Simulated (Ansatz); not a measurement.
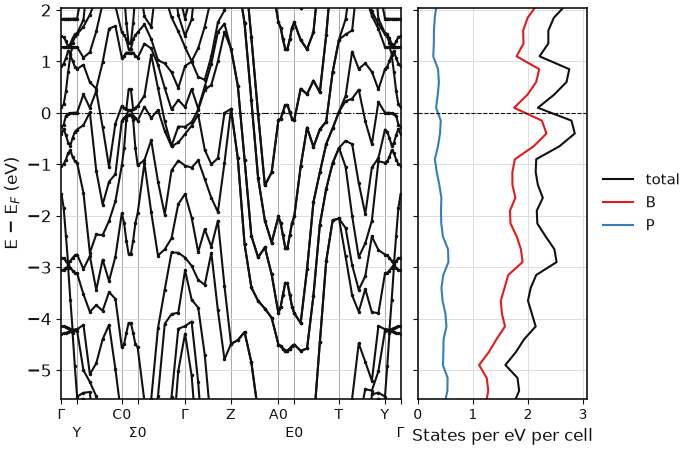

Band structure and density of states. Energies are counted from the Fermi level. The path runs straight from each named point to the next. The partial curves are projected on Löwdin-orthogonalised atomic shells.

Input of the run:

```
crystal:
  lattice:
    - [2.835578, 0.0, 0.0]
    - [1.417789, -8.360436, 0.0]
    - [0.0, 0.0, -2.841287]
  atoms:
    - { symbol: P, position: [0.17038, 0.65924, 0.75] }
    - { symbol: P, position: [0.82962, 0.34076, 0.25] }
    - { symbol: B, position: [0.29432, 0.41136, 0.75] }
    - { symbol: B, position: [0.70568, 0.58864, 0.25] }
    - { symbol: B, position: [0.42792, 0.14416, 0.25] }
    - { symbol: B, position: [0.57208, 0.85584, 0.75] }
    - { symbol: B, position: [0.07205, 0.8559, 0.25] }
    - { symbol: B, position: [0.92795, 0.1441, 0.75] }
  symmetry: { tolerance: 0.0003 }
kpoints:
  mp_grid: { grid: [7, 7, 7], shift: [0, 0, 0] }
  band_path:
    path:
      - [0.0, 0.0, 0.0]
      - [0.0, -0.5, 0.0]
      - [0.48562078, -0.25718961, 0.0]
      - [0.51437922, 0.25718961, 0.0]
      - [0.0, 0.0, 0.0]
      - [0.0, 0.0, -0.5]
      - [0.51437922, 0.25718961, -0.5]
      - [0.48562078, -0.25718961, -0.5]
      - [0.0, -0.5, -0.5]
      - [0.0, -0.5, 0.0]
      - [0.0, 0.0, 0.0]
    npoints: 7
magnetization:
  spin_polarized: false
scf:
  occupations: { method: fermi_dirac }
  lower_state_search: "off"
  max_iter: 200
hamiltonian:
  pseudopotentials: { kind: paw }
  xc: r2scan
basis:
  ecutwfc: 500
  fft_grid_basis: typed
output:
  forces: true
  stress: true
  eigenvalues: true
  bader: true
  populations: true
  elf: true
  write_potential: true
  volumetric_format: npy
  dos:
    e_range: [-12, 8]
    de: 0.05
    projected: { site_lists: { B: [B], P: [P] } }
checkpoint:
  read: saved_state
```

Run as:
```bash
ansatz run input.yaml --threads 1 --pin off --max-ram 2560MiB --backend cpu --events-out ev --progress --plain --runs-dir out
```

**Is there a gap at the Fermi level?**

A metal: bands cross the Fermi level along this path.

**What is the density of states at the Fermi level?**

The density of states at the Fermi level is about 2.5 per eV and cell (mean within 0.25 eV), or 0.31 per atom.

**What carries the states at the Fermi level?**

By projected weight, the states within 0.3 eV of the Fermi level are B (85 %) and P (15 %).

**Which levels at A0 lie nearest to the Fermi level?**

At A0 the nearest levels lie 0.14 eV below and 1.76 eV above the Fermi level.

The structure was built from a prototype or by substitution, so it need not be a known phase. The atoms aren't at rest in this cell (largest force 1.1 eV/Å), so the relaxed material can differ. The cell is at 5 GPa in this functional.
